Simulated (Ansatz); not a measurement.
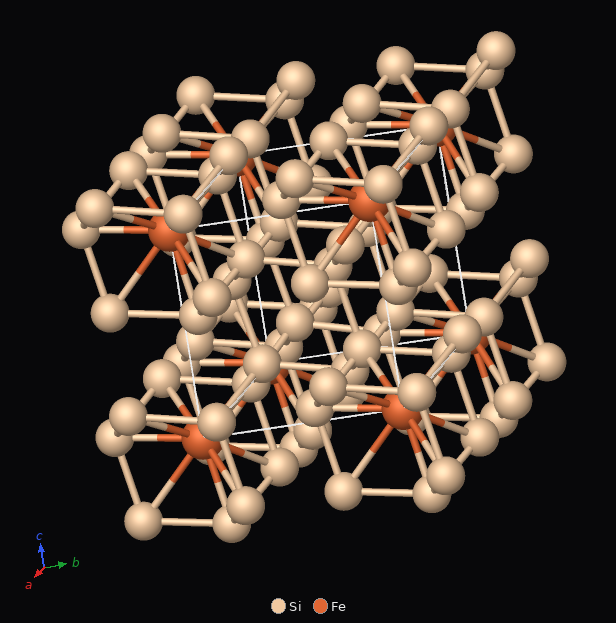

Figure: ball-and-stick view slightly off an axis. The wireframe shows the simulation cell. A few atoms beyond the faces are included.

Chemical formula FeSi₁₆. Space group: P1, with no symmetry beyond the lattice. Content of the cell: 1 Fe, 16 Si (Z = 1). About every Fe there are ten Si. The bonds build a three-dimensional framework.

The cell started as a structure listed in the Materials Project, repeated into a supercell with a point defect put in. The cell was then strained or its atoms displaced on purpose. It was set up as input for a calculation with Ansatz.
